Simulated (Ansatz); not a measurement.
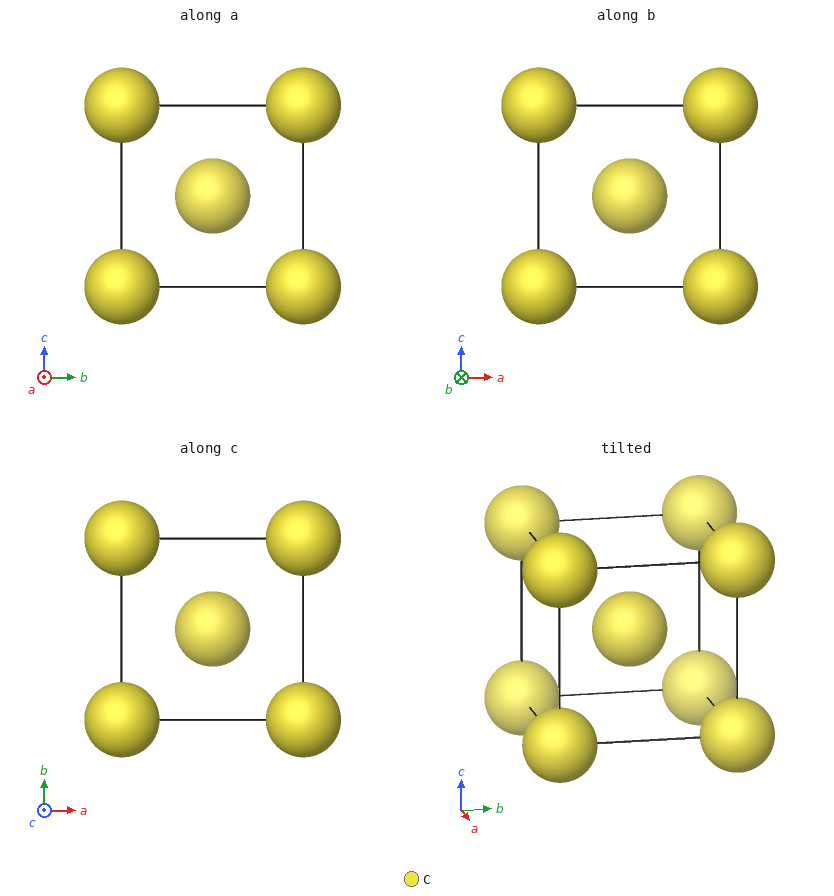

Structure drawing (spheres-only), viewed along the a axis, along the b axis, along the c axis and slightly off an axis. Atoms at the boundary of the conventional unit cell (the box) are drawn once for each face, edge or corner they touch.

Lattice parameters: a = 2.368 Å, b = 2.368 Å, c = 2.368 Å, α = 90.00°, β = 90.00°, γ = 90.00°. Put a along x and b in the xy plane.

Q: Write down what is shown as a POSCAR file.

A:
```
C
1.0
     2.368    0.000    0.000
     0.000    2.368    0.000
     0.000    0.000    2.368
C
2
Direct
  0.0000 0.0000 0.0000
  0.5000 0.5000 0.5000
```

It goes back to a structure type filled with this element by a generator (whether the element takes this form wasn't checked). The final geometry of a relaxation with DFT, PBE, PAW with Ansatz's earlier generated frozen-core files (soft_1), scalar-relativistic in Ansatz is shown.
